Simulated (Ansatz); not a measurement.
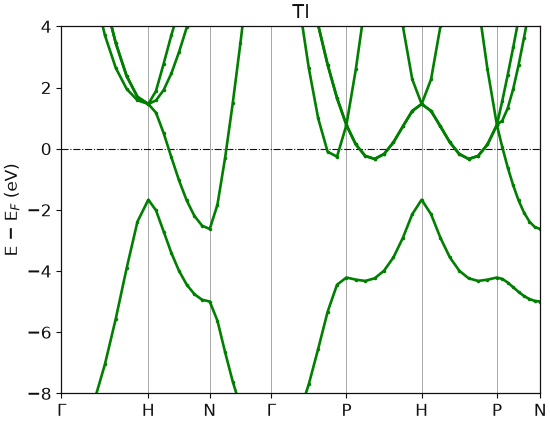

Band structure. Energies are counted from the Fermi level. The path runs straight from each named point to the next.

### Which Bravais lattice do the labels of the path belong to?

A body-centred cubic lattice: the path Γ–H–N–Γ–P–H–P–N runs through the special points of its Brillouin zone.

The material is Tl, space group Im-3m, 1 atom in the cell.

Level of theory: DFT, PBE, all-electron PAW with datasets made for the crystal, scalar-relativistic, no spin polarisation, 13×13×13 k mesh, 260 eV cutoff; code Ansatz 0.2.0.

### Is there a gap at the Fermi level?

A metal: 2 bands cross the Fermi level along this path.

### On which lines of the path do bands cross the Fermi level?

Bands cross the Fermi level on H–N, N–Γ, Γ–P, P–H, H–P and P–N, and not on Γ–H.

Spin-orbit coupling is left out, which matters for Tl.
